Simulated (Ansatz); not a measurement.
Run report: Sr$_{8}$Ti$_{8}$O$_{23}$ (charge +2), geometry relaxation (part 2 of 2)

Sr$_{8}$Ti$_{8}$O$_{23}$ (defect cell, 39 atoms in the cell, total charge +2); DFT, PBEsol, PAW, plane waves (Ansatz 0.2.0); cutoff 420 eV, 1×1×1 k-mesh, Fermi–Dirac smearing of 0.01 eV. 

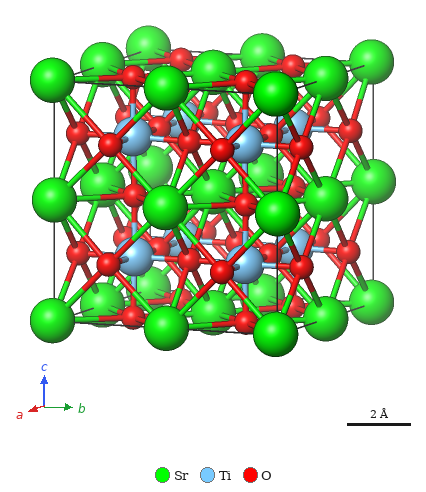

**Figure 1.** The input geometry (ball-and-stick view of the cell of the calculation, seen slightly off an axis).

## Output, continued
```
--- Forces (eV/Å), atoms counted from 1 ---
  atom   1  Sr     0.00291753    -0.00144188     0.01503401
  atom   2  Sr     0.00532970     0.00490089     0.00390400
  atom   3  Sr     0.00296631    -0.00530658     0.00200477
  atom   4  Sr     0.00068966    -0.01074295    -0.00192600
  atom   5  Sr    -0.00958118     0.00215455     0.00661583
  atom   6  Sr    -0.00873120    -0.00050238     0.00140952
  atom   7  Sr    -0.00714535    -0.00767385    -0.01227771
  atom   8  Sr    -0.00681604    -0.00827133    -0.00610717
  atom   9  Ti     0.00170412     0.00610604    -0.01845663
  atom  10  Ti    -0.00076083    -0.01005089    -0.00323119
  atom  11  Ti    -0.02112300     0.01753291     0.00712373
  atom  12  Ti    -0.00047083    -0.01096350    -0.00060151
  atom  13  Ti     0.00069154    -0.01322232    -0.01110361
  atom  14  Ti    -0.01729549     0.00789762    -0.01346051
  atom  15  Ti    -0.02811139    -0.02595948    -0.01041521
  atom  16  Ti    -0.00326352     0.00863867    -0.01013459
  atom  17  O      0.00211661    -0.00121906     0.02248590
  atom  18  O      0.00348040     0.00336141    -0.00427759
  atom  19  O      0.00570681     0.00298764     0.00342679
  atom  20  O      0.00388806     0.00444264     0.00463139
  atom  21  O      0.00462526     0.00347225     0.00732622
  atom  22  O      0.00378045     0.00326043     0.00500547
  atom  23  O      0.00303579     0.00421942     0.00344784
  atom  24  O     -0.00180152     0.00652599    -0.00217361
  atom  25  O      0.00678611    -0.00395843     0.00322494
  atom  26  O      0.00464813     0.00366998     0.00017215
  atom  27  O     -0.00227848    -0.00209755    -0.00910984
  atom  28  O     -0.01835321     0.00720785    -0.00112245
  atom  29  O      0.00447006    -0.00074878    -0.00125682
  atom  30  O      0.01879925     0.00339727     0.01021887
  atom  31  O      0.00487369     0.00277826    -0.00040482
  atom  32  O      0.00857687    -0.00658387    -0.00647771
  atom  33  O      0.00107113     0.01084636     0.00265291
  atom  34  O      0.00953539    -0.02605035    -0.00911151
  atom  35  O      0.00266116     0.01222570    -0.00154510
  atom  36  O      0.00638743     0.00459873     0.00670529
  atom  37  O      0.00622158    -0.00782617    -0.00526094
  atom  38  O      0.00986423     0.01672162     0.01608765
  atom  39  O      0.00090965     0.00570961     0.00697902
  max |Σ_I F_I| component: 3.65e-5 eV/Å
--- Charged-cell corrections in eV (Makov–Payne, q = +2.000 e, ε = 300.000) ---
  F (periodic)     = -60718.476783  (uncorrected; the corrections below are reported, never added to it)
  E_corr1          = +0.034997  (monopole, q²α_M/2εL)
  F Makov-Payne    = -60718.441786  (F + E_corr1; no measured alignment; for a localised charge, not one spread in a band: unchecked)
--- Band table (eV) ---
  k-point 0: bands = ["-46.3852", "-46.3781", "-46.2981", "-46.2971", "-46.2932", "-46.2905", "-46.1924", "-46.1785", "-23.0688", "-22.9707", "-22.7949", "-22.7938", "-22.7751", "-22.7721", "-22.7629", "-22.7463", "-22.7387", "-22.7189", "-22.7099", "-22.7072", "-22.7011", "-22.6885", "-22.6857", "-22.6852", "-22.6833", "-22.6766", "-22.6744", "-22.6370", "-22.6277", "-22.6050", "-22.6010", "-22.5987", "-22.5777", "-22.5568", "-22.5455", "-22.5441", "-22.3263", "-22.3116", "-22.3045", "-22.2967",
      "-7.8994", "-7.5732", "-7.4984", "-7.4800", "-7.2867", "-7.0671", "-7.0405", "-6.8919", "-6.6698", "-6.5868", "-6.5639", "-6.5522", "-6.5216", "-6.4599", "-6.4336", "-6.4198", "-6.4115", "-6.3708", "-6.3644", "-6.3561", "-6.3414", "-6.2591", "-6.2410", "-4.7633", "-4.7567", "-4.6710", "-4.6436", "-4.6384", "-4.5969", "-4.5510", "-4.5343", "-4.5217", "-4.4856", "-4.3916", "-4.3838", "-4.3258", "-4.3211", "-4.3079", "-4.2743", "-4.2624",
      "-4.2220", "-4.1540", "-4.1192", "-4.1027", "-4.0225", "-4.0050", "-3.9865", "5.2032", "5.3891", "5.4127", "5.4846", "5.5032", "5.6015", "5.6374", "5.7037", "5.7085", "5.7594", "5.8188", "5.8764", "5.8974", "5.9220", "5.9346", "5.9691", "6.0867", "6.2026", "6.3014", "6.5245", "6.5398", "6.5626", "6.6167", "6.6282", "6.7382", "6.7883", "6.8236", "6.8571", "6.8722", "6.9291", "6.9421", "6.9790", "6.9901",
      "7.0441", "7.0663", "7.1313", "7.1898", "7.2450", "7.3188", "7.6024", "7.6140", "7.6694", "7.9532", "7.9608", "8.1155", "8.1593", "8.3574", "8.3697", "8.4455", "8.5161", "8.5414", "8.5472", "8.5937", "8.6014", "8.6087", "8.6518", "8.6608", "8.6717", "8.7495", "8.8097", "8.9256", "8.9781", "9.0425", "9.0713", "9.1839", "9.4503", "9.4626", "9.5749", "9.6159", "12.2031", "12.2977", "12.3112", "12.3872",
      "12.4117", "12.4629", "12.6094", "13.0306", "13.1315", "13.3852", "13.4373", "13.4603", "13.4732", "13.5158", "13.5431", "13.5467", "13.5547", "13.5674", "13.6154", "13.8704", "13.9044", "13.9212", "14.0277", "14.0499", "14.0663", "14.7452", "15.0046", "15.0331", "15.0529", "15.0688", "15.3407", "15.6969", "15.7784", "15.9059", "16.0111", "16.2255", "16.6329", "16.6882", "16.6974"]
--- Relaxed structure (11 steps of the walk, 11 accepted, 0 SCFs on fresh bases) ---
  F+E_penalty+E_count = -60718.47678255 eV   max|allowed force component| = 2.811e-2 eV/Å
  atoms:
    - { symbol: Sr, position: [-0.00972606480119627, 0.989735177958109, -0.0022169791292701952] }
    - { symbol: Sr, position: [0.991571507895436, -0.009139286059519296, 0.49667090732220126] }
    - { symbol: Sr, position: [0.9903615671216814, 0.5070377555889855, 0.9985212736665642] }
    - { symbol: Sr, position: [-0.009144577569431307, 0.5077925392664949, 0.49916925472950047] }
    - { symbol: Sr, position: [0.5076736025768256, -0.010090050702436522, -0.0017072526285332689] }
    - { symbol: Sr, position: [0.5083683855602574, -0.009668386324502424, 0.4990384672104623] }
    - { symbol: Sr, position: [0.508650504524393, 0.5077823466724845, 0.9990411350351937] }
    - { symbol: Sr, position: [0.5088588691220874, 0.5081511415785174, 0.5012613441897884] }
    - { symbol: Ti, position: [0.2477440738059212, 0.24722187953469946, 0.23443682738610427] }
    - { symbol: Ti, position: [0.2504126194287286, 0.2501220542429835, 0.7671056356966792] }
    - { symbol: Ti, position: [0.24923360990506058, 0.7443315770108204, 0.2503444847680155] }
    - { symbol: Ti, position: [0.2485501285930589, 0.7512134339443747, 0.7426171770534825] }
    - { symbol: Ti, position: [0.745475861579598, 0.24868792700800638, 0.2509956035020963] }
    - { symbol: Ti, position: [0.7519269237711634, 0.2477564635912008, 0.7432748297435319] }
    - { symbol: Ti, position: [0.7487591022713975, 0.7483158756615484, 0.24855143392510054] }
    - { symbol: Ti, position: [0.748943974925361, 0.7481394805315134, 0.7494990746935669] }
    - { symbol: O, position: [0.2488163999261449, 0.2502468322023053, 0.000924274589760352] }
    - { symbol: O, position: [0.2522755148044113, 0.7497546109068683, 0.0023823967487051627] }
    - { symbol: O, position: [0.2511054410062054, 0.7507523148254251, 0.5015809744091695] }
    - { symbol: O, position: [0.7514127004212166, 0.2511213526689796, 1.0016417660251138] }
    - { symbol: O, position: [0.7500226122397924, 0.2509863183641256, 0.5010982544339275] }
    - { symbol: O, position: [0.7508458810168309, 0.7507674309882468, 0.0008991891961422962] }
    - { symbol: O, position: [0.7516560669686038, 0.7506944969384974, 0.501176146330555] }
    - { symbol: O, position: [0.009572249707808227, 0.2534797971527806, 0.27247046490257665] }
    - { symbol: O, position: [0.00617616144119682, 0.24865724256063818, 0.7323460072486416] }
    - { symbol: O, position: [1.0024181064806508, 0.7515771138514431, 0.2492663792002339] }
    - { symbol: O, position: [1.001280322518263, 0.7500656506839684, 0.7542515856419936] }
    - { symbol: O, position: [0.4960695258981235, 0.25297651970576657, 0.2682269772306735] }
    - { symbol: O, position: [0.4924886243541781, 0.24914808207804495, 0.7322674855854268] }
    - { symbol: O, position: [0.5015630974887263, 0.7518647708049737, 0.24984485037781973] }
    - { symbol: O, position: [0.5002950390895072, 0.7492992022901541, 0.7528272179653408] }
    - { symbol: O, position: [0.2534963941000088, 1.0094130859572927, 0.27222993410738316] }
    - { symbol: O, position: [0.249786144408152, 0.005692335613433325, 0.7341063315680735] }
    - { symbol: O, position: [0.2535881858067178, 0.49571135793715726, 0.27025070085189634] }
    - { symbol: O, position: [0.24894963211623283, 0.4919937134641209, 0.7314922203388662] }
    - { symbol: O, position: [0.7522903171963257, 0.0019041452498508554, 0.24935225075405626] }
    - { symbol: O, position: [0.7498942858340019, 0.0007316253937899703, 0.7533878032096941] }
    - { symbol: O, position: [0.751916000656659, 0.5010474231525597, 0.2489027072370299] }
    - { symbol: O, position: [0.750543207809898, 0.49973364770629514, 0.752904864882434] }
--- Löwdin populations: 39 sites ---
  site symbol       q [e]
     0     Sr      8.2651
     1     Sr      8.2710
     2     Sr      8.2663
     3     Sr      8.2720
     4     Sr      8.2663
     5     Sr      8.2720
     6     Sr      8.2650
     7     Sr      8.2710
     8     Ti     10.8227
     9     Ti     10.8231
    10     Ti     10.7863
    11     Ti     10.7874
    12     Ti     10.7857
    13     Ti     10.7867
    14     Ti     10.8150
    15     Ti     10.8148
    16      O      6.6692
    17      O      6.8551
    18      O      6.7788
    19      O      6.8569
    20      O      6.7803
    21      O      6.8513
    22      O      6.8545
    23      O      6.8285
    24      O      6.8213
    25      O      6.8393
    26      O      6.8371
    27      O      6.8200
    28      O      6.8324
    29      O      6.8356
    30      O      6.8417
    31      O      6.8282
    32      O      6.8218
    33      O      6.8193
    34      O      6.8316
    35      O      6.8387
    36      O      6.8365
    37      O      6.8361
    38      O      6.8416
  spilling = 0.007928 (of n_electrons = 312.000000)
```

The run was set up as follows.

## The input
```yaml
crystal:
  lattice:
    - [7.782821, 0.000000, 0.000000]
    - [0.000000, 7.782821, 0.000000]
    - [0.000000, 0.000000, 7.782821]
  atoms:
    - { symbol: Sr, position: [0.005065, 0.994497, 0.003430] }
    - { symbol: Sr, position: [0.999670, 0.000851, 0.505077] }
    - { symbol: Sr, position: [0.999534, 0.502556, 0.999868] }
    - { symbol: Sr, position: [0.000647, 0.498134, 0.502042] }
    - { symbol: Sr, position: [0.501194, 0.002214, 0.001590] }
    - { symbol: Sr, position: [0.496697, 0.000469, 0.500193] }
    - { symbol: Sr, position: [0.499796, 0.497631, 0.997608] }
    - { symbol: Sr, position: [0.501137, 0.497437, 0.501298] }
    - { symbol: Ti, position: [0.250385, 0.253296, 0.251879] }
    - { symbol: Ti, position: [0.250743, 0.249923, 0.753166] }
    - { symbol: Ti, position: [0.245311, 0.751365, 0.250186] }
    - { symbol: Ti, position: [0.250424, 0.748410, 0.748018] }
    - { symbol: Ti, position: [0.751428, 0.252747, 0.250560] }
    - { symbol: Ti, position: [0.753783, 0.247346, 0.750165] }
    - { symbol: Ti, position: [0.752521, 0.747801, 0.247289] }
    - { symbol: Ti, position: [0.749772, 0.744645, 0.747628] }
    - { symbol: O, position: [0.251680, 0.246796, 0.002198] }
    - { symbol: O, position: [0.252567, 0.748512, 0.003522] }
    - { symbol: O, position: [0.248117, 0.749696, 0.499472] }
    - { symbol: O, position: [0.753763, 0.247851, 0.997207] }
    - { symbol: O, position: [0.744331, 0.250106, 0.503494] }
    - { symbol: O, position: [0.744370, 0.749894, 0.003738] }
    - { symbol: O, position: [0.750887, 0.751921, 0.495852] }
    - { symbol: O, position: [0.002308, 0.244360, 0.250706] }
    - { symbol: O, position: [0.003972, 0.253209, 0.748526] }
    - { symbol: O, position: [0.997218, 0.750732, 0.247504] }
    - { symbol: O, position: [0.997450, 0.752100, 0.755268] }
    - { symbol: O, position: [0.501882, 0.252312, 0.249073] }
    - { symbol: O, position: [0.496787, 0.253110, 0.750967] }
    - { symbol: O, position: [0.500762, 0.751086, 0.251023] }
    - { symbol: O, position: [0.501082, 0.755967, 0.750356] }
    - { symbol: O, position: [0.252671, 0.996525, 0.246194] }
    - { symbol: O, position: [0.247179, 0.003688, 0.750057] }
    - { symbol: O, position: [0.253677, 0.499135, 0.253671] }
    - { symbol: O, position: [0.251382, 0.498696, 0.748886] }
    - { symbol: O, position: [0.748622, 0.000387, 0.249450] }
    - { symbol: O, position: [0.751458, 0.000158, 0.748375] }
    - { symbol: O, position: [0.750783, 0.499095, 0.250668] }
    - { symbol: O, position: [0.753067, 0.500351, 0.744230] }
  symmetry: { detect: false }
kpoints:
  mp_grid: { grid: [1, 1, 1], shift: [0.25, 0.25, 0.25] }
hamiltonian:
  xc: pbesol
total_charge: 2
scf:
  occupations: { method: fermi_dirac, width: 0.01 }
relax:
  f_tol: 0.03
  max_steps: 80
  escape_saddle: false
  adjacent_minimum: "off"
output:
  forces: true
  eigenvalues: true
  populations: true
  charged_corrections: { epsilon: 300 }
```

Launch command:
```bash
ansatz run in.yaml --threads 32 --pin off --max-ram 171000MiB --runs-dir r --events-out ev --progress --plain --backend cuda --devices 0,
```

## Results in brief

```json
{"quantity": "outcome", "value": "converged"}
{"quantity": "electrons treated", "value": "312"}
{"quantity": "free energy", "value": "−60718.4768 eV"}
{"quantity": "Fermi energy", "value": "10.910 eV"}
{"quantity": "largest force (length of the vector) at the end", "value": "0.040 eV/Å"}
{"quantity": "hardware", "value": "1 × NVIDIA GB300 Max-Q, 32 threads of Arm Neoverse-V2, 180 GiB of memory available, shared host"}
{"quantity": "wall time", "value": "6.9 s (CPU time 22 s)"}
{"quantity": "peak memory", "value": "1.9 GiB"}
```

The k-point mesh is coarse for a cell of this size, so the results may not be converged.
